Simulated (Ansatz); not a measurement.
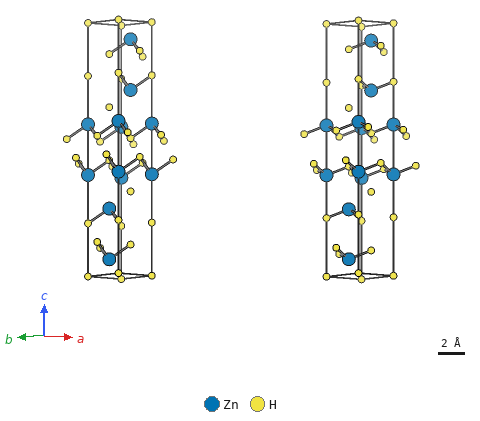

Two geometries of a crystal of Zn$_{2}$H$_{3}$ (built on the tetradymite_166 type) (coarse preliminary run), drawn at one scale. One is the start of a relaxation, the other its converged end. Style: ball-and-stick. Shown: the conventional cell (3 times the calculation's cell), from a free direction. Lengths and directions refer to the drawn axes.

Computed with DFT PBE, scalar-relativistic, plane waves, PAW in Ansatz. Set-up: plane-wave cutoff 420 eV; k-point mesh 6 × 6 × 6; occupations gaussian; smearing width 0.1 eV; no spin polarisation; cell and atoms relaxed; force threshold 0.04 eV/Å; at most 70 steps.

Which geometry has the lower energy?

The right one is the relaxed one. Case: tetradymite type (R-3m, No. 166). The largest moves relative to the cell, 0.44 Å, are those of H atoms. Largest moves by element: H 0.44 Å, Zn 0.03 Å. The drawn cell changes as follows: a = b 2.861 → 3.005 Å (+5.0 %), c 19.895 → 19.823 Å (−0.4 %); the volume changes by +9.9 %. Near-neighbour distances that change, for instance: H–Zn 2.006 → 1.857 Å. The space group stays R-3m (No. 166). After 5 accepted moves (6 points after the start) the energy has fallen by 0.571 eV per cell of the calculation. Largest force component: 0.89 eV/Å at the start, 0.0055 eV/Å at the end. Pressure: −1.00 GPa at the start and 0.03 GPa at the end. The SCF was repeated once at an unchanged geometry on a basis and grid sized afresh for the cell, which shifted the energy by 8.5 meV per cell of the calculation at most.
